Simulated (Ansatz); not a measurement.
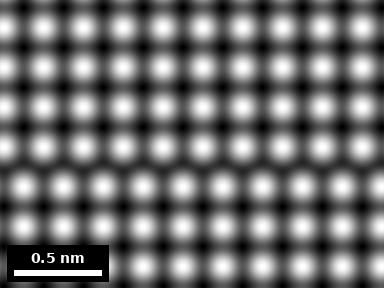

Z-contrast image of Co (Pm-3m, No. 221) along [001]. Simulated incoherent Z contrast: every atom adds Z^1.7 spread by a probe of 1.30 Å full width; channelling and multiple scattering are left out. The probe carries 25 % of its weight in a tail 2.5 times as wide. The display is stretched by a gamma of 0.65; percentages refer to the linear signal.

One planar defect was built into the perfect crystal by geometry alone, without relaxation. Host structure: the end point of a relaxation with Ansatz 0.2.0, DFT, PBE, plane waves (420 eV) with PAW, scalar-relativistic; the starting structure was generated, so it need not be a known form of this composition.

Find the planar defect and say what kind it is.

Answer. A planar fault (a stacking fault) runs horizontally about 10 Å below the top edge. The part above it is shifted along the boundary by 1/2 of the 2.28 Å repeat of the rows (1.1 Å to the right, the same as to the left); both parts keep the same orientation.
